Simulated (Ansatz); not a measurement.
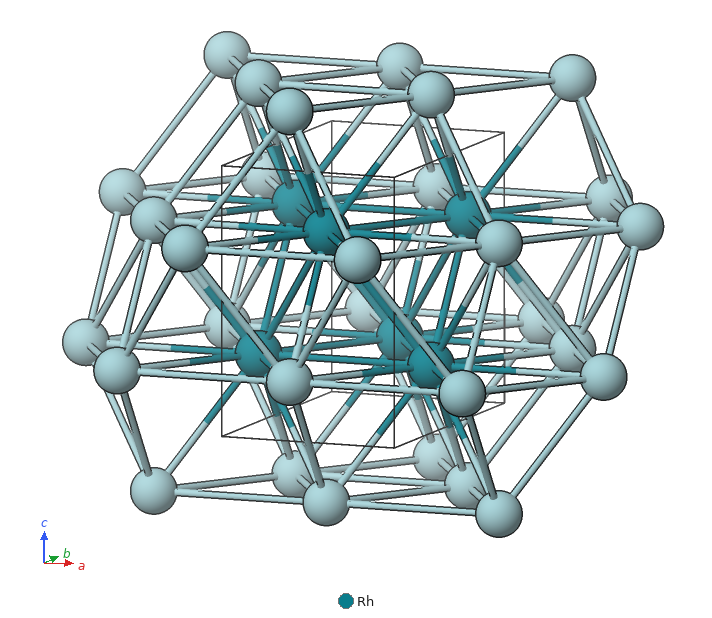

We look at a ball-and-stick model of the crystal slightly off an axis. One conventional unit cell is framed, with atoms on its boundary repeated. Periodic images bonded to atoms of the box are shown as well, in fainter colours. Cell: a = 3.004 Å, b = 4.730 Å, c = 4.428 Å, α = 90.00°, β = 90.00°, γ = 90.00°.

What structure is drawn here?

The element is rhodium. Space group Cmcm (No. 63), lattice base-centred orthorhombic. The cell holds four atoms. Taking the drawn bonds, one finds coordination numbers of Rh 12.

The model was built from a structure listed in the Materials Project. The cell was then strained or its atoms displaced on purpose. It was the input of a calculation with Ansatz.

At this level of theory the cell isn't at rest (stretched, at -25 GPa), so its distances can differ from those at equilibrium, the more so the softer the solid.
